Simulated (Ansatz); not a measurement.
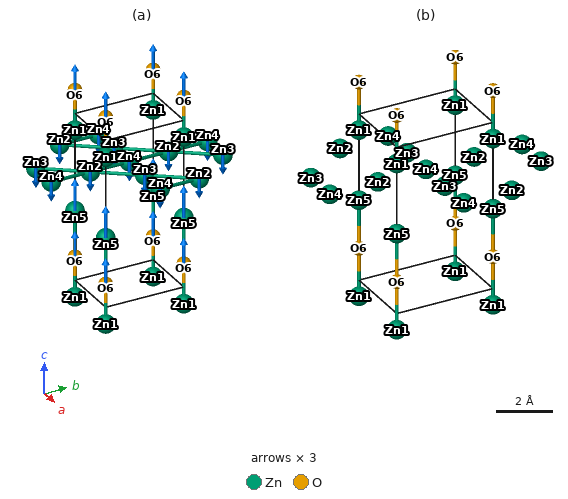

The structure of solid Zn₅O (a generated structure, set up in P6mm) (coarse preliminary run) before (left) and after (right) a relaxation, at one scale. The blue arrows give the displacements (the part carried along by the change of the cell is left out), magnified 3 times.

The picture is a ball-and-stick view of the cell of the calculation, seen slightly off an axis.

Theory: DFT PBE, scalar-relativistic, plane waves, PAW in Ansatz. (plane-wave cutoff 420 eV; k-point mesh 6 × 6 × 4; occupations gaussian; smearing width 0.1 eV; no spin polarisation; cell and atoms relaxed; force threshold 0.04 eV/Å; at most 70 steps)

What changed between the two?

The largest move relative to the cell is that of Zn5, 0.40 Å along +c. By element the largest moves are Zn 0.40 Å, O 0.32 Å. The drawn cell changes as follows: a = b 4.053 → 4.990 Å (+23.1 %), c 6.217 → 6.199 Å (−0.3 %); the volume changes by +51.1 %. Some distances before and after: Zn1–Zn2 2.281 → 2.817 Å, Zn2–Zn3 2.026 → 2.495 Å, Zn1–O6 1.491 → 1.791 Å, Zn5–O6 1.721 → 1.792 Å. The space group (tolerance 0.01 Å) goes from P6mm (No. 183) to P6/mmm (No. 191). The energy falls by 1481 meV per atom in 9 accepted moves (11 points after the start). Largest force component: 13 eV/Å at the start, 0.016 eV/Å at the end. The pressure goes from 69.91 to −0.04 GPa. At 2 points the geometry stayed and the basis and grid were re-selected for the new cell (energy shift of 73.1 meV per atom at most each time).

Limits of the set-up: layers or molecules are held without a dispersion correction, so their spacing is unreliable.
